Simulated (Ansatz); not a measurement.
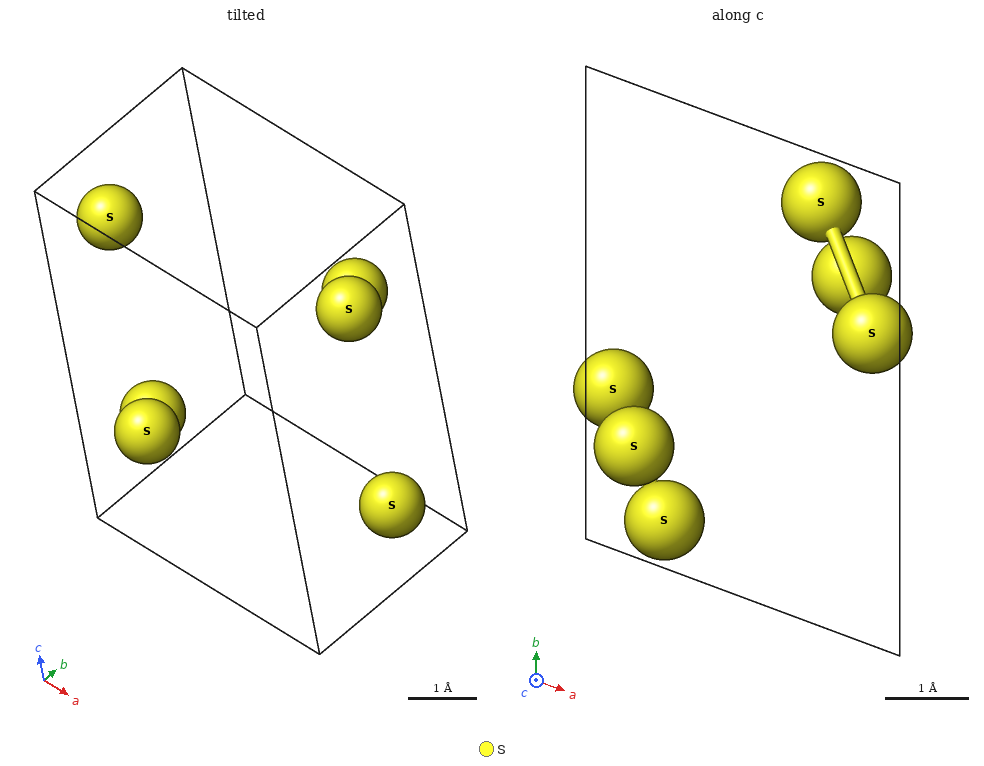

The figure gives a ball-and-stick picture of the atoms, viewed slightly off an axis and along the c axis. The lines enclose the conventional unit cell; boundary atoms appear with their images.

S, space group P-1 (No. 2), a = 4.185 Å, b = 6.346 Å, c = 6.482 Å, α = 114.74°, β = 102.43°, γ = 102.70°. Provenance: a structure listed in the Materials Project. The cell was then strained or its atoms displaced on purpose. A calculation with Ansatz used it as input.

This one geometry was computed with Ansatz (DFT, plane waves, PAW) at three levels of theory: HSE06, r2SCAN and PBE.

Question: Which level gives the highest pressure at this volume, and what does that say about its equilibrium volume?

Answer: Highest: PBE (2.0 GPa), which points to the largest equilibrium volume. Lowest, with the smallest volume: HSE06 (-0.1 GPa) and r2SCAN (0.3 GPa). Levels within 0.5 GPa of each other can't be told apart.

Question: How does the band gap change with the level of theory?

Answer: PBE: a gap of 1.77 eV, indirect; r2SCAN: a gap of 2.06 eV, indirect; HSE06: a gap of 2.87 eV, indirect.

Question: Collect the results in a table.

Answer:
| level | cutoff (eV) | k-mesh of the run's cell | gap (eV) | pressure (GPa) |
| --- | --- | --- | --- | --- |
| HSE06 | 420 | 4×4×4 | 2.87 | -0.1 |
| r2SCAN | 500 | 6×6×6 | 2.06 | 0.3 |
| PBE | 420 | 6×6×6 | 1.77 | 2.0 |

Gaps are taken on the k-mesh or band path of each run.
